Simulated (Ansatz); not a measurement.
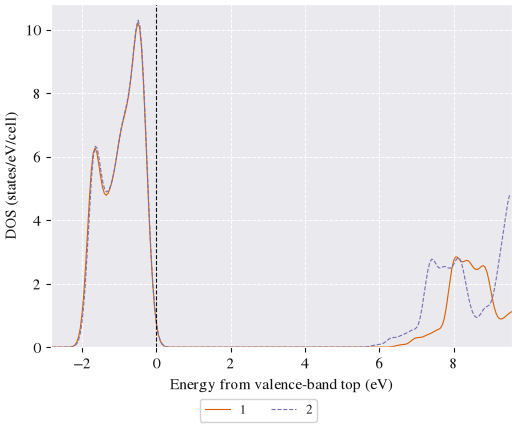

Total densities of states of LiCl, space group Cmc2_1, 4 atoms in the cell, uniaxial (x) strain +5.2%, by two methods on the same cell. The curves are built from the levels of the k mesh with Gaussians 0.3 eV wide, which also blur the band edges. Each is counted from its own valence-band top.

> Which curve is which? The methods: PBE, r2SCAN.

1 is r2SCAN; 2 is PBE. r2SCAN gives a gap of 6.44 eV and PBE gives a gap of 5.79 eV.

Settings. r2SCAN: DFT, r2SCAN, plane waves, PAW, no spin polarisation, 12×12×4 k mesh, 500 eV cutoff (Ansatz 0.2.0). PBE: DFT, PBE, plane waves, PAW, no spin polarisation, 12×12×4 k mesh, 420 eV cutoff, Fermi-Dirac smearing of 0.02 eV (Ansatz 0.2.0).
